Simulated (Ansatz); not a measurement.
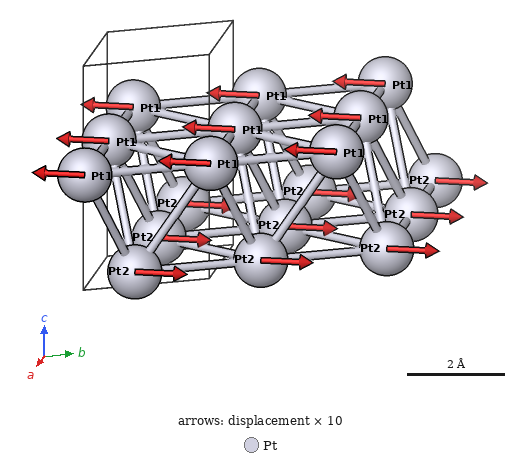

A symmetric starting cell of Pt. The red arrows show how the atoms are displaced, magnified 10 times. The picture is a ball-and-stick view of the cell of the calculation, repeated 3 × 3 × 1 with one cell outlined, seen slightly off an axis.

Computed with Ansatz 0.2.0, DFT PBEsol, scalar-relativistic, plane waves, PAW. Settings: plane-wave cutoff 420 eV; k-point mesh 15 × 15 × 8; occupations gaussian; smearing width 0.1 eV; no spin polarisation.

### What was done to the structure, and with what result?

Atoms are displaced by 0.11 Å: Pt1 0.11 Å along [−1 −2 0]. No relaxation follows. The starting cell wasn't computed here and needn't be at equilibrium, so pressure and forces aren't due to the change alone. Among the bonded contacts that change: Pt–Pt 2.878 → 2.760 to 2.948 Å. The space group (tolerance 0.01 Å) goes from P6_3/mmc (No. 194) to Cmcm (No. 63). The pressure is −10.4 GPa (not all of it need come from the change, since the unchanged cell can be under pressure at this level too). The principal stresses (compression positive) are −8.9 GPa along c, −10.3 GPa along [1 2 0], −11.9 GPa along a. The largest forces, 0.064 eV/Å, act on Pt1 and Pt2; on Pt1 it points along [1 2 0]. The forces point straight back along the displacements (cosine −1.00).
